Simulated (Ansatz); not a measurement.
System: Rh.

```cif
data_structure
_symmetry_space_group_name_H-M 'P 1'
_symmetry_Int_Tables_number 1
_cell_length_a 2.7161
_cell_length_b 2.7161
_cell_length_c 6.4554
_cell_angle_alpha 90.000
_cell_angle_beta 90.000
_cell_angle_gamma 120.000
_cell_volume 41.24
loop_
_atom_site_label
_atom_site_type_symbol
_atom_site_fract_x
_atom_site_fract_y
_atom_site_fract_z
_atom_site_occupancy
Rh1 Rh 0.00000 0.00000 0.00000 1
Rh2 Rh 0.66667 0.33333 0.33333 1
Rh3 Rh 0.33333 0.66667 0.66667 1
```

Space group R-3m; changed on purpose from its base cell (equal xy, yz and zx shear strains of -2 %, PAW files); computed pressure about −4 GPa in this cell; computed without spin polarisation.

These are results of DFT, PBEsol, PAW with Ansatz's default frozen-core files, scalar-relativistic in Ansatz 0.2.0, not measurements.

**What will maps of the valence pseudo-density and electron localisation function show?**

Rh–Rh (2.66 Å): the density is about 0.38 e/Å³ at the midpoint; the ELF is about 0.25 at the midpoint (no localised pair shows between them).

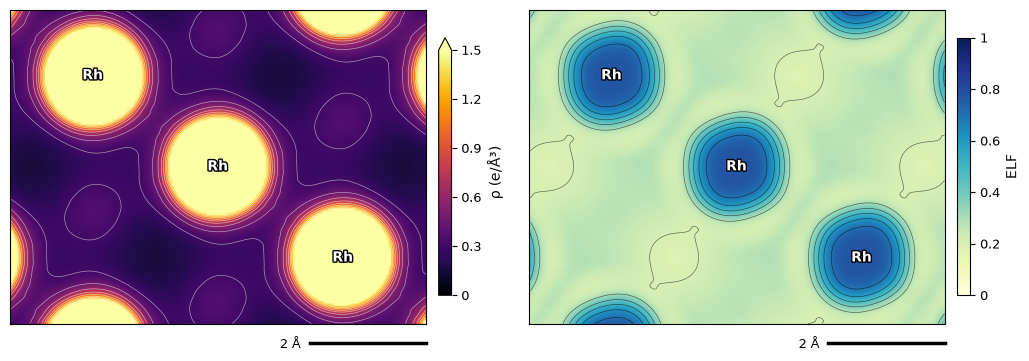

Computed valence pseudo-density and electron localisation function on the (110) plane of the conventional cell, in this order. 

In a PAW calculation such maps are meaningful between the atoms, not at the nuclei.
